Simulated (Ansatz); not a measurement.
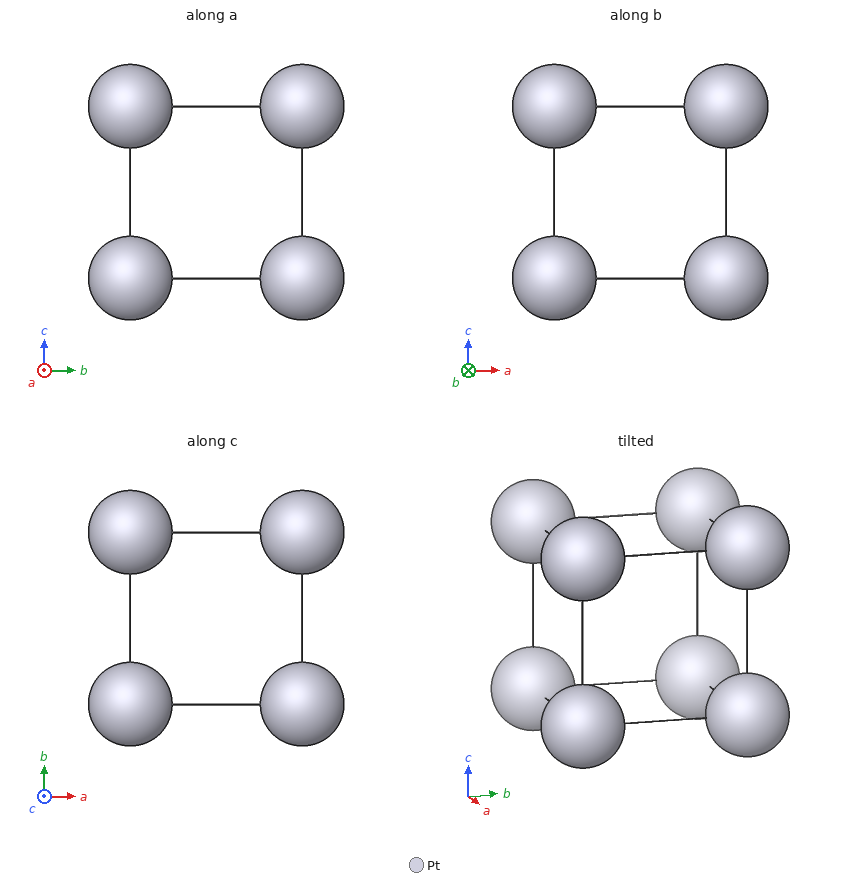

Drawn in the spheres-only manner and seen along the a axis, along the b axis, along the c axis and slightly off an axis. The frame is the conventional unit cell; atoms at its boundary are shown with their periodic copies.

Lattice parameters: a = 2.6034 Å, b = 2.6034 Å, c = 2.6034 Å, α = 90.000°, β = 90.000°, γ = 90.000°.

### Reconstruct the structure as a CIF in P1 with every atom of the cell.

```cif
data_structure
_symmetry_space_group_name_H-M 'P 1'
_symmetry_Int_Tables_number 1
_cell_length_a 2.6034
_cell_length_b 2.6034
_cell_length_c 2.6034
_cell_angle_alpha 90.000
_cell_angle_beta 90.000
_cell_angle_gamma 90.000
_cell_volume 17.64
loop_
_atom_site_label
_atom_site_type_symbol
_atom_site_fract_x
_atom_site_fract_y
_atom_site_fract_z
_atom_site_occupancy
Pt1 Pt 0.0000 0.0000 0.0000 1
```

The initial geometry was a structure type filled with this element by a generator (whether the element takes this form wasn't checked). Earlier steps of the study may have refined or changed the cell and positions. Ansatz was used for an electronic-structure calculation on it.
